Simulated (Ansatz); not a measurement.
The cell of NaH in space group Fm-3m. The cell is taken from the geometry relaxed with Ansatz 0.2.0, DFT LDA, scalar-relativistic, plane waves, PAW.

```
Na H
1.0
     4.69110    0.00000    0.00000
     0.00000    4.69110    0.00000
     0.00000    0.00000    4.69110
Na H
4 4
Direct
  0.00000 0.00000 0.00000
  0.00000 0.50000 0.50000
  0.50000 0.00000 0.50000
  0.50000 0.50000 0.00000
  0.50000 0.00000 0.00000
  0.50000 0.50000 0.50000
  0.00000 0.00000 0.50000
  0.00000 0.50000 0.00000
```

Take as void every point where the procrystal density (the sum of the densities of spherically averaged neutral Hartree-Fock atoms) is below 0.01 e/bohr³. What do the voids look like?

The voids take about 46 % of the cell (48 Å³ of 103.2 Å³) and are bounded by about 120 Å² of surface per cell. Where they connect, they form a three-dimensional network.

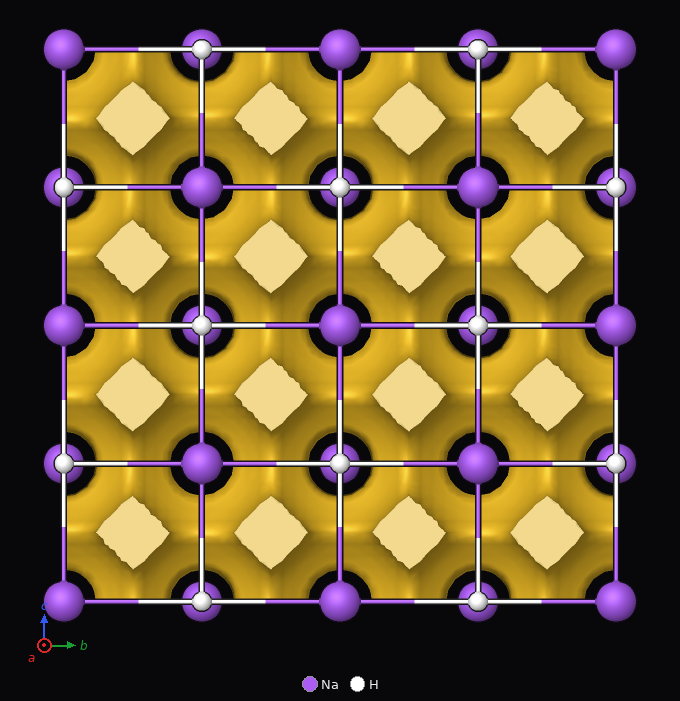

The voids drawn in 2×2×2 cells, view along the a axis. Pale faces close the region where the drawn box cuts it.
